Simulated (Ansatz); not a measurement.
Al8P8H (slab)

```yaml
crystal:
  lattice:
    - [7.78740, 0.00000, 0.00000]
    - [-3.89370, 6.74408, 0.00000]
    - [0.00000, 0.00000, 18.94071]
  atoms:
    - { symbol: P, position: [0.00000, 0.00000, 0.21119] }
    - { symbol: P, position: [0.00000, 0.50000, 0.21119] }
    - { symbol: P, position: [0.50000, 0.00000, 0.21119] }
    - { symbol: P, position: [0.50000, 0.50000, 0.21119] }
    - { symbol: Al, position: [0.16667, 0.33333, 0.25315] }
    - { symbol: Al, position: [0.16667, 0.83333, 0.25315] }
    - { symbol: Al, position: [0.66667, 0.33333, 0.25315] }
    - { symbol: Al, position: [0.66667, 0.83333, 0.25315] }
    - { symbol: P, position: [0.16667, 0.33333, 0.39284] }
    - { symbol: P, position: [0.16667, 0.83333, 0.39284] }
    - { symbol: P, position: [0.66667, 0.33333, 0.39284] }
    - { symbol: P, position: [0.66667, 0.83333, 0.39284] }
    - { symbol: Al, position: [0.33333, 0.16667, 0.35929] }
    - { symbol: Al, position: [0.33333, 0.66667, 0.35929] }
    - { symbol: Al, position: [0.83333, 0.16667, 0.35929] }
    - { symbol: Al, position: [0.83333, 0.66667, 0.35929] }
    - { symbol: H, position: [0.16667, 0.58333, 0.43207] }
```

Not relaxed (largest force 0.5 eV/Å); PAW files of the earlier set (soft_1); the program warned that a starting moment wasn't kept; spin-polarised, but the moments vanished.

Computed with DFT PBE, scalar-relativistic, plane waves, PAW in Ansatz.

In a PAW calculation such maps are meaningful between the atoms, not at the nuclei.

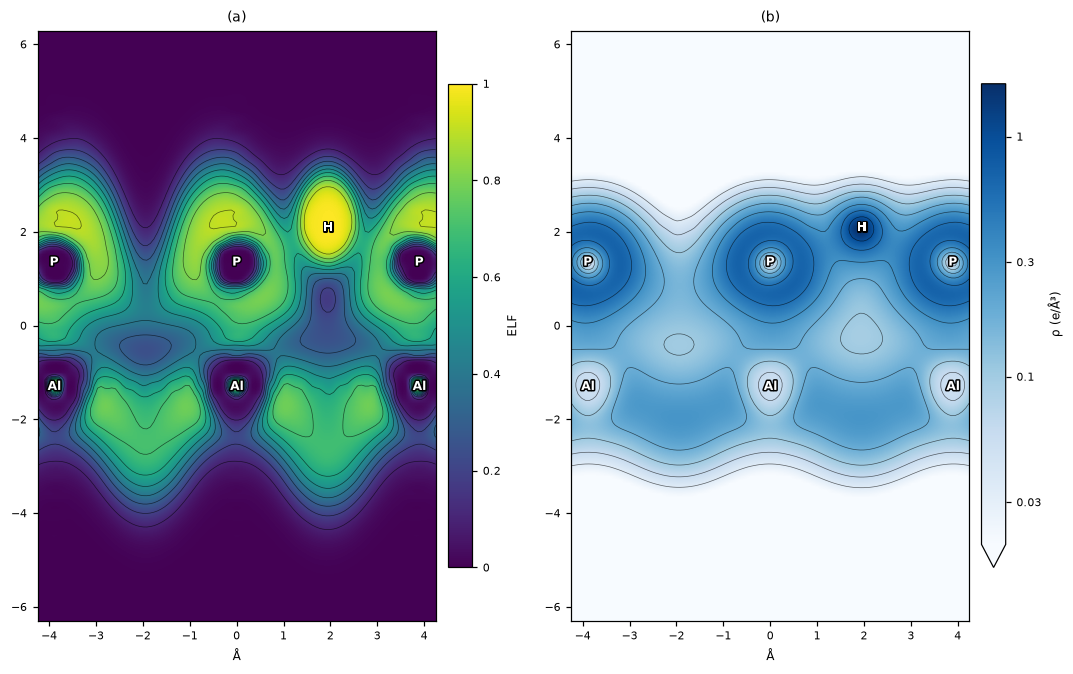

Figure 1. (a) ELF; (b) valence pseudo-density on the (100) plane of the calculation cell, a cut from vacuum to vacuum.

Interpret the plot.

Answer.
- The section cuts through Al, P and H sites.
- Al–P (2.65 Å): ρ at the midpoint is about 0.31 e/Å³; the ELF peaks at about 0.75 in the valence shell of P, 0.9 Å from its nucleus, and is about 0.70 at the midpoint.
- The density dies away to nearly zero in the vacuum.

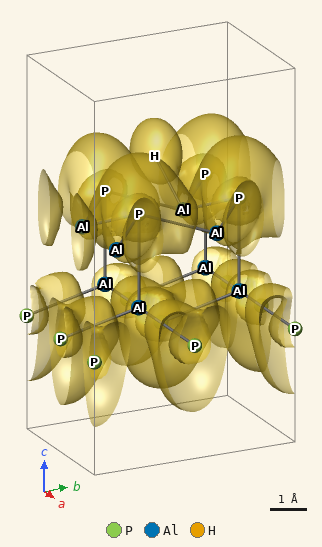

Figure 2. Isosurface of the electron localisation function at 0.7 (yellow), seen slightly off an axis. Only the valence region is drawn (cores and ρ < 0.01 e/Å³ removed). Sticks mark near contacts.

Where are the electrons localised?

Answer. The surface consists of one region around a hydrogen nucleus and eight regions on P in which the atom's valence shell and bonds are merged, counted in one cell of 17 atoms. Counts are for one cell; the picture repeats the cell along the surface.


Al–H (1.78 Å): the ELF climbs to about 1 towards the hydrogen. Al–P (2.34 Å): the ELF peaks at about 0.90 between the atoms.

Does the calculation make it a metal, or give it a gap?

Answer. It is metallic or semimetallic at this level of theory: no gap opens.
